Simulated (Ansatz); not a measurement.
The structure in question:

```
CELL_PARAMETERS angstrom
3.07731 0.00000 0.00000
0.00000 3.07731 0.00000
0.00000 0.00000 17.27432
ATOMIC_POSITIONS crystal
Al 0.50000 0.50000 0.12387
Al 0.00000 0.00000 0.53703
Al 0.50000 0.50000 0.79001
Al 0.00000 0.00000 0.37685
Al 0.00000 0.00000 0.69722
Al 0.50000 0.50000 0.28405
Ru 0.50000 0.50000 0.62456
Ru 0.00000 0.00000 0.21139
Ru 0.50000 0.50000 0.44951
Ru 0.00000 0.00000 0.03634
```

**What crystal do these data define?**

It has the composition Al3Ru2. Its lattice is primitive tetragonal, its space group P4mm (No. 99). The cell has 10 atoms, namely 6 Al, 4 Ru. Neighbours within bonding distance: Al 5 to 10 (mean 8.8) and Ru 4 to 9 (mean 7.8). Not all metal-metal contacts are counted.

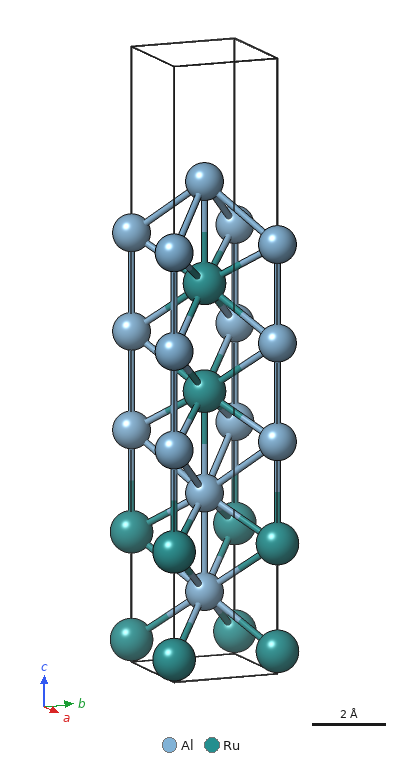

Structure drawing (ball-and-stick), viewed slightly off an axis. The wireframe shows the conventional unit cell. Colours: aluminium light blue, ruthenium teal.

The structure comes from a structure listed in the Materials Project. The cell was then strained or its atoms displaced on purpose. It went into a calculation with Ansatz.

At this level of theory the run's own cell isn't at rest (stretched, at -4 GPa and forces up to 0.7 eV/Å), so its distances can differ from those at equilibrium, the more so the softer the solid.
